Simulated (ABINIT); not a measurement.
```yaml
crystal:
  lattice:
    - [1.51460, -2.62336, 0.00000]
    - [1.51460, 2.62336, 0.00000]
    - [0.00000, 0.00000, 3.22840]
  atoms:
    - { symbol: Ti, position: [0.01054, 0.99663, 0.98473] }
    - { symbol: B, position: [0.34292, 0.65640, 0.50274] }
    - { symbol: B, position: [0.66500, 0.33149, 0.49409] }
```

Space group P1; not relaxed (largest force 1.0 eV/Å); computed pressure about −4 GPa in this cell.

Level of theory: Kohn-Sham DFT of a periodic cell, PBEsol, PseudoDojo NC SR PBEsol v0.4.1 standard (ABINIT).

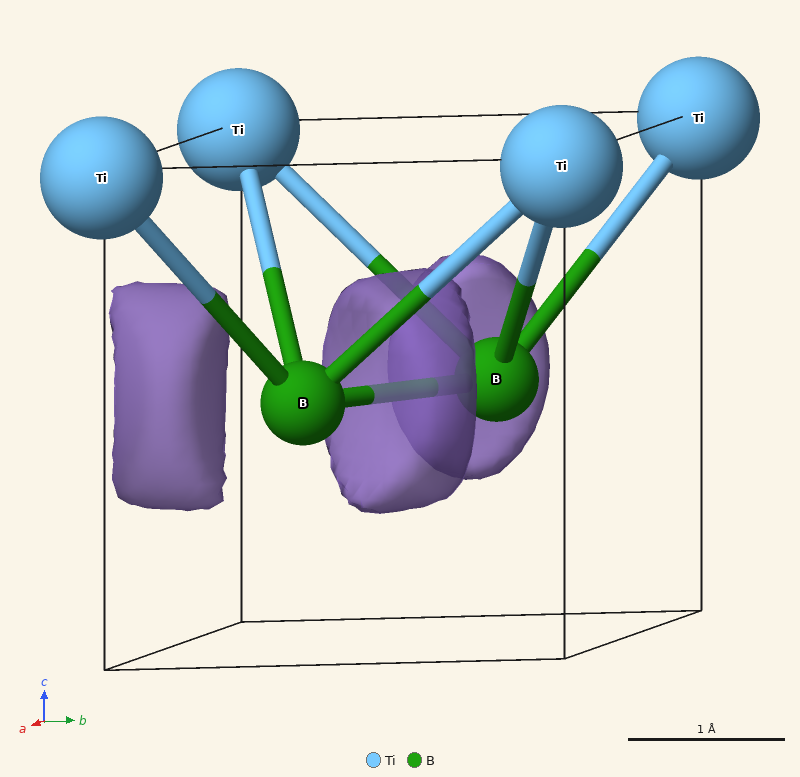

TiB2. Isosurface of the electron localisation function at 0.7 (purple), seen slightly off an axis. Only the valence region is drawn (cores and ρ < 0.01 e/Å³ removed). Sticks mark near contacts.

Core electrons are replaced by pseudopotentials, and the valence fields are smoothed inside the atomic spheres.

> Identify the bonds, lone pairs and shells in this picture.

At this value the surface marks out three regions between bonded B–B atoms (shared pairs), counted in one cell of 3 atoms. Regions shared between cells count once. Along the contacts the grid gives the following. B–B (1.70 Å): the ELF peaks at about 0.85 between the atoms. Ti–B (2.33 Å): the ELF peaks at about 0.60 in the valence shell of B, 0.8 Å from its nucleus, and is about 0.20 at the midpoint.
